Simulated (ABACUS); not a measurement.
**A series of single points on NaCl**

System: NaCl (2 atoms in the cell).
Method: Kohn-Sham DFT of a periodic cell, BP86, SSSP 1.3 efficiency PBE, no spin polarisation (ABACUS 3.10.1).

The 7 runs differ only in the geometry, by an even scaling of the cell at fixed fractional positions. The structure derives from a Materials Project entry.

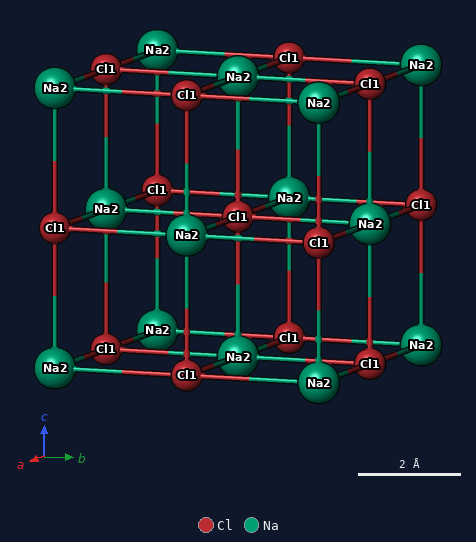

Figure 1. The structure of run 4 (ball-and-stick view of the cell 4 times as large as that of the calculation, set on its symmetry axes, seen slightly off an axis; atoms are numbered from 1 in the order of the input).

**Input file of run 4**
```
INPUT_PARAMETERS
suffix              NaCl
calculation         scf
basis_type          pw
pseudo_dir          ./
symmetry            1
dft_functional      GGA_X_B88+GGA_C_P86
ecutwfc             55
pseudo_rcut         10
nspin               1
nbands              12
ks_solver           dav
smearing_method     fd
smearing_sigma      0.00367493
scf_thr             1e-08
scf_nmax            100
mixing_type         broyden
mixing_beta         0.7
cal_force           1
cal_stress          1
ecutrho             440
kpar                4
```

**File STRU of run 4**
```
ATOMIC_SPECIES
Cl 35.4500 cl_pbe_v1.4.uspp.F.UPF
Na 22.9898 na_pbe_v1.5.uspp.F.UPF

LATTICE_CONSTANT
1.8897261246

LATTICE_VECTORS
0.0000000000 2.7940632177 2.7940632177
2.7940632177 0.0000000000 2.7940632177
2.7940632177 2.7940632177 0.0000000000

ATOMIC_POSITIONS
Direct

Cl
0.0
1
0.5000000000 0.5000000000 0.5000000000 1 1 1

Na
0.0
1
0.0000000000 0.0000000000 0.0000000000 1 1 1
```

**File KPT of run 4**
```
K_POINTS
0
Gamma
6 6 6 0 0 0
```

Command:
```bash
OMP_NUM_THREADS=1 mpirun -np 4 abacus > log
```

Run 2 differs from it as follows:
```diff
-0.0000000000 2.7940632177 2.7940632177
-2.7940632177 0.0000000000 2.7940632177
-2.7940632177 2.7940632177 0.0000000000
+0.0000000000 2.7563009776 2.7563009776
+2.7563009776 0.0000000000 2.7563009776
+2.7563009776 2.7563009776 0.0000000000
```

**Results, with one run withheld**

| run | volume per atom (Å³) | free energy per atom, from the lowest run given (meV) | pressure (GPa) | gap on the mesh (eV) |
| --- | --- | --- | --- | --- |
| 1 | 20.504 | 32.73 | 4.06 | 5.47 |
| 2 | 20.940 | ? | ? | ? |
| 3 | 21.376 | 14.79 | 2.53 | 5.30 |
| 4 | 21.813 | 8.74 | 1.88 | 5.22 |
| 5 | 22.249 | 4.35 | 1.29 | 5.15 |
| 6 | 22.685 | 1.50 | 0.77 | 5.07 |
| 7 | 23.121 | 0.00 | 0.30 | 5.00 |

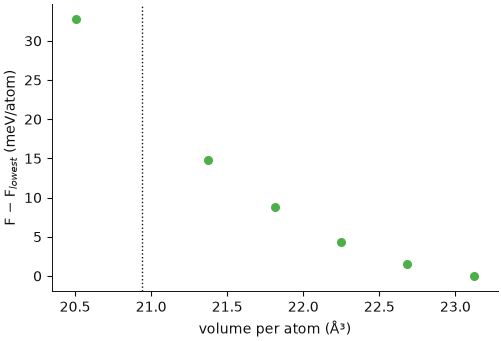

Figure 2. Free energy per atom of the runs given; the dotted line marks run 2.

Estimate the energy of run 2 from the others.

A cubic polynomial in V^(−2/3) (the Birch–Murnaghan form), fitted to the 6 runs given, misses them by at most 0.01 meV per atom. With x = V^(−2/3) − 0.12764 Å⁻², it reads F = 7.4084 + 2802 x + 2.5764e+05 x² + 6.3041e+05 x³ (meV per atom). At run 2 it gives 22.72 meV per atom, and the run itself gives 22.72. The slope of the fit gives a pressure −dF/dV of 3.28 GPa there, and the run prints 3.26 GPa. The fit has no minimum inside this range. The gap on the mesh goes, without turning, from 5.47 eV in run 1 to 5.00 eV in run 7; run 2 has 5.38 eV. These are gaps of this functional on this mesh, which can miss the band edges; they aren't the measured gap.

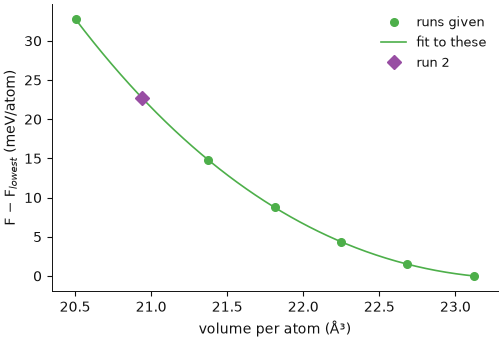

Figure 3. The fit and the withheld run.

**Some lines of the output (run 2)**
```
[...]
                          Volume (Bohr^3) = 282.622
                             Volume (A^3) = 41.8803
 E_Fermi        0.3467104741         4.7172380039
 E_Fermi        0.3540358720         4.8169051554
 E_Fermi        0.3558852278         4.8420669323
 E_Fermi        0.3578197224         4.8683870821
 E_Fermi        0.3442146576         4.6832806778
 E_Fermi        0.3442580552         4.6838711326
 E_KS(sigma->0) -129.0763027601      -1756.1731943110
 E_Fermi        0.3442376136         4.6835930110
 final etot is -1756.1731943 eV
 EFERMI = 4.683593011 eV
 TOTAL-PRESSURE: 32.551192 KBAR
 !FINAL_ETOT_IS -1756.1731943109571148 eV
```
